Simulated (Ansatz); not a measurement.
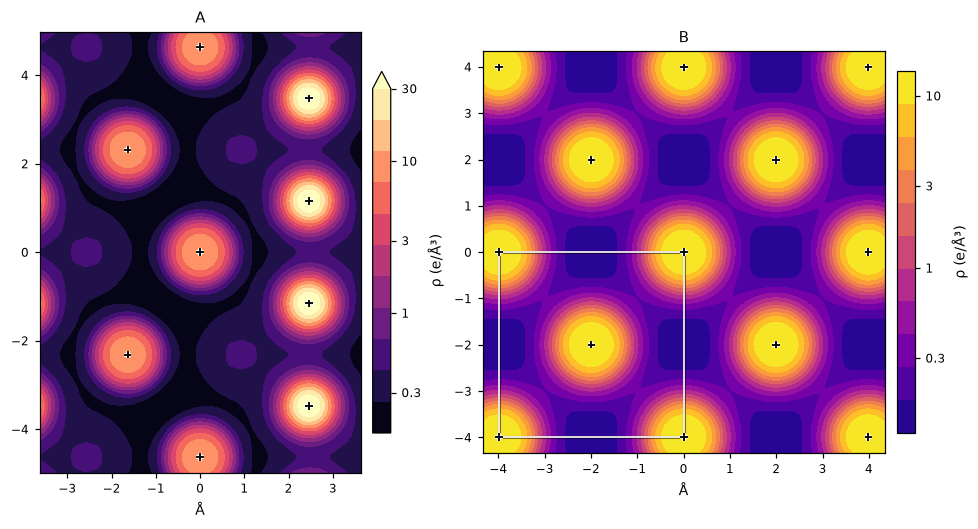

The valence charge density (pseudo) of 2 systems, each on a plane through atoms (crosses mark nuclei in the plane).

All numbers below come from DFT PBEsol, scalar-relativistic, plane waves, PAW in Ansatz 0.2.0.

System 1: TiCo$_{2}$, the (110) plane of the conventional cell. Space group Fd-3m; computed without spin polarisation.

System 2: Pd, the (001) plane of the conventional cell. Space group Fm-3m; changed on purpose from its base cell (strain +0.025 along x and y, +0.025 along z, atoms carried along); computed pressure about −14 GPa in this cell.

**Match each panel to its system.**

Panel A is system 1, TiCo$_{2}$: the plane holds Ti and Co. Co–Co (2.32 Å): the density is about 0.47 e/Å³ at the midpoint. Panel B is system 2, Pd: the plane holds Pd. Pd–Pd (2.82 Å): the density is about 0.26 e/Å³ at the midpoint.
